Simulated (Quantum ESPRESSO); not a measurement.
Band-structure run of Bi (part 2 of 2)

The same run, continued: Bi (Im-3m, 1 atom in the cell); Kohn-Sham DFT of a periodic cell, rPW86PBE with rVV10, SG15 PBE 1.2, no spin polarisation (Quantum ESPRESSO 7.5); cutoff 897.98 eV, 9×9×9 k-mesh, fermi-dirac of 0.05 eV. The structure derives from a Materials Project entry.

Geometry of the input (Å; fractional positions):
```
-1.9814  1.9814  1.9814
1.9814  -1.9814  1.9814
1.9814  1.9814  -1.9814
Bi 0.0000  0.0000  0.0000
```

The program's output, continued
```
   -10.6086 -10.5475 -10.4630 -10.4599 -10.3813   2.1215   7.7208  13.0042
    15.3527  19.5184  21.6286  24.4031  25.5453

          k = 0.3849 0.1925 0.1925 (  1900 PWs)   bands (ev):

   -10.5909 -10.5371 -10.4719 -10.4660 -10.4182   1.4060   9.5921  12.2126
    15.3748  20.7130  21.8678  24.9832  25.8278

          k = 0.4811 0.2887 0.1925 (  1896 PWs)   bands (ev):

   -10.5915 -10.5229 -10.4734 -10.4597 -10.4068   2.2173   8.5037  11.0696
    15.0248  20.6407  22.8457  24.8253  25.1218

          k = 0.5774 0.2887 0.2887 (  1881 PWs)   bands (ev):

   -10.5864 -10.4931 -10.4931 -10.4358 -10.4358   2.5169   9.3004   9.3004
    14.8605  21.2730  23.3116  23.3116  28.2593

          k = 0.1925 0.1925 0.1925 (  1922 PWs)   bands (ev):

   -10.5800 -10.5800 -10.4615 -10.4610 -10.4610   0.3031  11.5987  14.8988
    14.8988  22.3492  22.3492  23.8495  24.4948

          k = 0.2887 0.2887 0.1925 (  1905 PWs)   bands (ev):

   -10.5904 -10.5567 -10.4651 -10.4590 -10.4239   1.2264   9.7167  13.0568
    14.1555  22.2462  23.0530  24.7705  25.4243

          k = 0.3849 0.3849 0.1925 (  1893 PWs)   bands (ev):

   -10.5961 -10.5398 -10.4602 -10.4587 -10.4087   2.0761   8.2987  12.1357
    13.7550  21.9050  23.1342  25.5136  26.4783

          k =-0.0000-0.0000 0.1925 (  1913 PWs)   bands (ev):

   -10.5636 -10.5636 -10.5583 -10.4671 -10.4511  -0.5395  15.0382  16.2870
    16.2870  20.8717  22.6197  22.6197  23.8361

          k = 0.3849 0.2887 0.2887 (  1906 PWs)   bands (ev):

   -10.5784 -10.5368 -10.4617 -10.4616 -10.4266   2.0285   8.9920  11.3614
    13.0680  23.4942  24.5708  26.2814  26.4266

          k = 0.4811 0.3849 0.2887 (  1897 PWs)   bands (ev):

   -10.5761 -10.5125 -10.4654 -10.4574 -10.4419   2.4177   8.8204  10.4738
    12.7966  23.6557  25.4509  26.3321  26.4176

          k = 0.0000-0.0962 0.2887 (  1913 PWs)   bands (ev):

   -10.5721 -10.5447 -10.4988 -10.4812 -10.4562   0.1067  12.5575  15.0945
    15.6644  20.0758  22.0250  22.1835  25.9347

          k =-0.0000-0.1925 0.3849 (  1898 PWs)   bands (ev):

   -10.5843 -10.5392 -10.4805 -10.4637 -10.4275   1.0849   9.9016  14.0853
    15.2148  20.0189  21.5585  21.7514  26.3057

          k = 0.0962-0.0962 0.3849 (  1903 PWs)   bands (ev):

   -10.5635 -10.5286 -10.4896 -10.4704 -10.4493   0.9136  10.9149  13.2843
    15.3293  19.6076  21.1960  24.2020  25.3959

          k = 0.0000-0.2887 0.4811 (  1905 PWs)   bands (ev):

   -10.5923 -10.5462 -10.4746 -10.4641 -10.3802   2.0306   8.0544  13.5313
    14.9276  19.9571  21.2237  22.5235  24.4883

          k = 0.0962-0.1925 0.4811 (  1903 PWs)   bands (ev):

   -10.5674 -10.5310 -10.4855 -10.4686 -10.4034   1.9005   9.1033  12.0764
    15.2096  19.9039  20.8779  23.9526  24.2665

          k =-0.7698-0.2887-0.2887 (  1895 PWs)   bands (ev):

   -10.5699 -10.5345 -10.4917 -10.4573 -10.3844   2.4439   8.2149  11.7081
    15.1408  20.0261  21.4866  22.5442  24.0069

          k =-0.6736-0.1925-0.2887 (  1898 PWs)   bands (ev):

   -10.5608 -10.5230 -10.5043 -10.4388 -10.4033   2.5873   8.9465  10.1983
    15.5030  20.4247  20.4970  21.9718  27.4417

          k = 0.3849 0.3849 0.3849 (  1908 PWs)   bands (ev):

   -10.5331 -10.5331 -10.4697 -10.4586 -10.4586   2.4688   9.3453  10.9103
    10.9103  26.7415  26.7415  26.9585  28.3139

          k = 0.0000 0.0000 0.3849 (  1918 PWs)   bands (ev):

   -10.5146 -10.5146 -10.5071 -10.5019 -10.4701   0.7321  12.1806  13.9157
    13.9157  18.5735  23.9386  23.9386  25.1752

          k =-0.0000-0.0962 0.4811 (  1904 PWs)   bands (ev):

   -10.5313 -10.5191 -10.4953 -10.4771 -10.4344   1.6660  10.3591  12.9270
    13.4411  18.2918  23.3980  23.7505  23.8843

          k = 0.0000-0.1925 0.5774 (  1895 PWs)   bands (ev):

   -10.5442 -10.5256 -10.5110 -10.4567 -10.3861   2.5444   8.7447  12.3864
    13.3377  19.0576  21.4236  23.3078  23.4006

          k = 0.0962-0.0962 0.5774 (  1885 PWs)   bands (ev):

   -10.5453 -10.5211 -10.5027 -10.4450 -10.4037   2.5530   9.5829  11.3103
    13.5569  18.0978  21.1411  23.1365  26.7294

          k =-0.7698-0.1925-0.1925 (  1883 PWs)   bands (ev):

   -10.5480 -10.5341 -10.5037 -10.4263 -10.3902   3.0154   9.1321  10.6626
    13.7163  18.6851  19.6525  22.9250  26.6047

          k =-0.0000-0.0000 0.5774 (  1886 PWs)   bands (ev):

   -10.5536 -10.5254 -10.4480 -10.4480 -10.4380   2.5150  10.6023  11.9496
    11.9496  17.0516  20.9189  26.3247  26.4659

          k = 0.0000-0.0962 0.6736 (  1906 PWs)   bands (ev):

   -10.5665 -10.5522 -10.4484 -10.4237 -10.3927   3.2784   9.7438  11.4142
    11.8576  17.1319  18.7944  25.9683  26.3586

          k =-0.7698-0.0962-0.0962 (  1905 PWs)   bands (ev):

   -10.5703 -10.5703 -10.4378 -10.3957 -10.3957   3.6275  10.2511  10.2511
    12.0416  17.3331  17.3331  25.9019  28.3737

          k = 0.0000 0.0000 0.7698 (  1910 PWs)   bands (ev):

   -10.5844 -10.5800 -10.3979 -10.3979 -10.3964   3.9090  10.5787  10.8806
    10.8806  16.3029  16.9044  27.6145  29.4004

     the Fermi energy is    12.5591 ev

!    total energy              =    -136.03826093 Ry
     estimated scf accuracy    <          1.1E-10 Ry
     smearing contrib. (-TS)   =      -0.00029567 Ry
     internal energy E=F+TS    =    -136.03796526 Ry

     The total energy is F=E-TS. E is the sum of the following terms:
     one-electron contribution =     -36.97286060 Ry
     hartree contribution      =      26.14726348 Ry
     xc contribution           =     -15.87094549 Ry
     ewald contribution        =    -109.34142265 Ry

     convergence has been achieved in   8 iterations

     Forces acting on atoms (cartesian axes, Ry/au):

     atom    1 type  1   force =     0.00000000    0.00000000    0.00000000

     Total force =     0.000000     Total SCF correction =     0.000000

     Computing stress (Cartesian axis) and pressure

          total   stress  (Ry/bohr**3)                   (kbar)     P=       24.47
   0.00016635  -0.00000000  -0.00000000           24.47       -0.00       -0.00
  -0.00000000   0.00016635   0.00000000           -0.00       24.47        0.00
  -0.00000000   0.00000000   0.00016635           -0.00        0.00       24.47

=------------------------------------------------------------------------------=
   JOB DONE.
=------------------------------------------------------------------------------=
```

File pp_density.out
```
This program is part of the open-source Quantum ESPRESSO suite
     for quantum simulation of materials; please cite
         "P. Giannozzi et al., J. Phys.:Condens. Matter 21 395502 (2009);
         "P. Giannozzi et al., J. Phys.:Condens. Matter 29 465901 (2017);
         "P. Giannozzi et al., J. Chem. Phys. 152 154105 (2020);
          URL
     in publications or presentations arising from this work. More details at

     ./tmp/pwscf.save/

     IMPORTANT: XC functional enforced from input :
     Exchange-correlation= RVV10
                           (   1   4  13   4  26   0   0)
     Any further DFT definition will be discarded
     Please, verify this is what you really want

     G-vector sticks info
     --------------------
     sticks:   dense  smooth     PW     G-vecs:    dense   smooth      PW
     Sum         841     841    261                15299    15299    2587

     Using Slab Decomposition

Carrying out rVV10 run using the following parameters:
Nqs =      20    Nr_points =    1024   r_max =   100.000
b_value =  6.30000    beta =  0.00901
     q_mesh =  0.00010000  0.00030000  0.00058939  0.00100810
               0.00161396  0.00249058  0.00375900  0.00559430
               0.00824984  0.01209221  0.01765183  0.02569619
               0.03733578  0.05417739  0.07854596  0.11380545
               0.16482331  0.23864234  0.34545298  0.50000000

Gradients computed in Reciprocal space

     Calling punch_plot, plot_num =   0
     Writing data to file  density.dat
     Reading data from file  density.dat

     Writing data to be plotted to file density.cube
     Plot Type: 3D                     Output format: Gaussian cube

=------------------------------------------------------------------------------=
   JOB DONE.
=------------------------------------------------------------------------------=
```

File pp_potential.out
```
This program is part of the open-source Quantum ESPRESSO suite
     for quantum simulation of materials; please cite
         "P. Giannozzi et al., J. Phys.:Condens. Matter 21 395502 (2009);
         "P. Giannozzi et al., J. Phys.:Condens. Matter 29 465901 (2017);
         "P. Giannozzi et al., J. Chem. Phys. 152 154105 (2020);
          URL
     in publications or presentations arising from this work. More details at

     ./tmp/pwscf.save/

     IMPORTANT: XC functional enforced from input :
     Exchange-correlation= RVV10
                           (   1   4  13   4  26   0   0)
     Any further DFT definition will be discarded
     Please, verify this is what you really want

     G-vector sticks info
     --------------------
     sticks:   dense  smooth     PW     G-vecs:    dense   smooth      PW
     Sum         841     841    261                15299    15299    2587

     Using Slab Decomposition

Carrying out rVV10 run using the following parameters:
Nqs =      20    Nr_points =    1024   r_max =   100.000
b_value =  6.30000    beta =  0.00901
     q_mesh =  0.00010000  0.00030000  0.00058939  0.00100810
               0.00161396  0.00249058  0.00375900  0.00559430
               0.00824984  0.01209221  0.01765183  0.02569619
               0.03733578  0.05417739  0.07854596  0.11380545
               0.16482331  0.23864234  0.34545298  0.50000000

Gradients computed in Reciprocal space

     Calling punch_plot, plot_num =  11
     Writing data to file  potential.dat
     Reading data from file  potential.dat

     Writing data to be plotted to file potential.cube
     Plot Type: 3D                     Output format: Gaussian cube

=------------------------------------------------------------------------------=
   JOB DONE.
=------------------------------------------------------------------------------=
```

File pp_elf.out
```
This program is part of the open-source Quantum ESPRESSO suite
     for quantum simulation of materials; please cite
         "P. Giannozzi et al., J. Phys.:Condens. Matter 21 395502 (2009);
         "P. Giannozzi et al., J. Phys.:Condens. Matter 29 465901 (2017);
         "P. Giannozzi et al., J. Chem. Phys. 152 154105 (2020);
          URL
     in publications or presentations arising from this work. More details at

     ./tmp/pwscf.save/

     IMPORTANT: XC functional enforced from input :
     Exchange-correlation= RVV10
                           (   1   4  13   4  26   0   0)
     Any further DFT definition will be discarded
     Please, verify this is what you really want

     G-vector sticks info
     --------------------
     sticks:   dense  smooth     PW     G-vecs:    dense   smooth      PW
     Sum         841     841    261                15299    15299    2587

     Using Slab Decomposition

Carrying out rVV10 run using the following parameters:
Nqs =      20    Nr_points =    1024   r_max =   100.000
b_value =  6.30000    beta =  0.00901
     q_mesh =  0.00010000  0.00030000  0.00058939  0.00100810
               0.00161396  0.00249058  0.00375900  0.00559430
               0.00824984  0.01209221  0.01765183  0.02569619
               0.03733578  0.05417739  0.07854596  0.11380545
               0.16482331  0.23864234  0.34545298  0.50000000

Gradients computed in Reciprocal space

     Calling punch_plot, plot_num =   8
     Message from routine do_elf_kin:
     elf/kin + US not fully implemented
     Writing data to file  elf.dat
     Reading data from file  elf.dat

     Writing data to be plotted to file elf.cube
     Plot Type: 3D                     Output format: Gaussian cube

=------------------------------------------------------------------------------=
   JOB DONE.
=------------------------------------------------------------------------------=
```

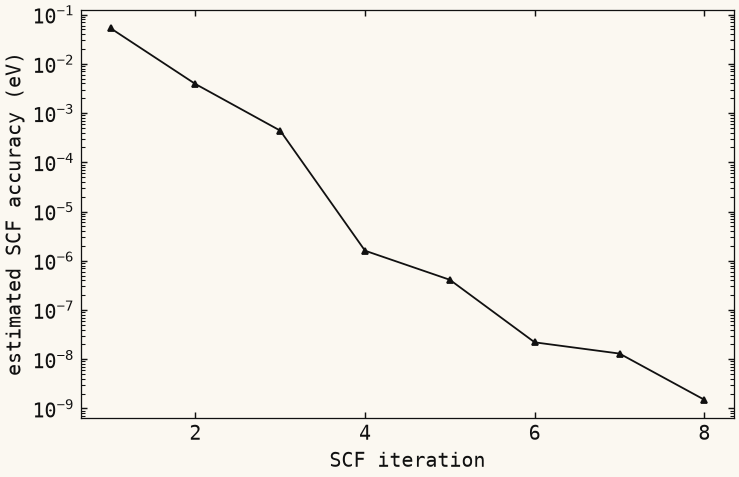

Figure 1. Convergence of the self-consistent field: estimated SCF accuracy against the iteration. The field takes 8 iterations in all.

Key numbers

| quantity | value |
| --- | --- |
| outcome | converged |
| space group (tolerance 0.01 Å) | Im-3m (229) |
| electrons treated | 15 |
| free energy | −1850.8948 eV |
| Fermi energy | 12.559 eV |
| gap on the k-point mesh | none (metallic) |
| pressure | 2.45 GPa |
| largest force (length of the vector) | under 0.001 eV/Å |
| hardware | 1 thread of Arm Neoverse V1, 24 GiB of memory available, shared host |
| wall time | 52 s |
| peak memory | 0.09 GiB |

Remarks

Further notes kept with the run: potentials made for another functional. Points of doubt noted for this run: potentials made for another functional. Spin–orbit coupling is left out, which matters for Bi.
